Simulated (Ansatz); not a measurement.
Input structure:

```xyz
3
Lattice="4.3813 0.0000 0.0000 -2.1907 3.7944 0.0000 0.0000 0.0000 2.6983" Properties=species:S:1:pos:R:3 pbc="T T T"
Ir    0.0000    0.0000    0.0000
Ir    0.0000    2.5296    1.3492
Ir    2.1907    1.2648    1.3492
```

### Interpret the file: composition, symmetry and coordination.

The element is iridium. The space group is P6/mmm (No. 191); the lattice is primitive hexagonal. In terms of structure types, this is ω phase (AlB₂-like). The cell holds three atoms. Numbers of contacts at bonding distance: Ir 2 to 5 (mean 4.0). Not all metal-metal contacts are counted.

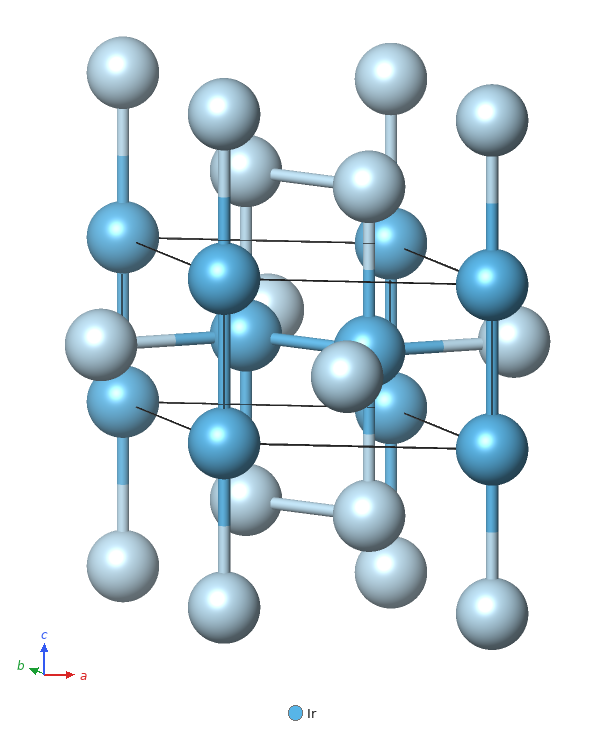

A ball-and-stick rendering, viewed slightly off an axis. The frame is the conventional unit cell; atoms at its boundary are shown with their periodic copies. Neighbours across the faces are drawn wherever a bond reaches them, in fainter colours.

The structure comes from a structure listed in the Materials Project, with elements exchanged, so it need not be a known form of the compound. Atoms and cell were optimised with Ansatz, DFT PBE, scalar-relativistic, plane waves, PAW.
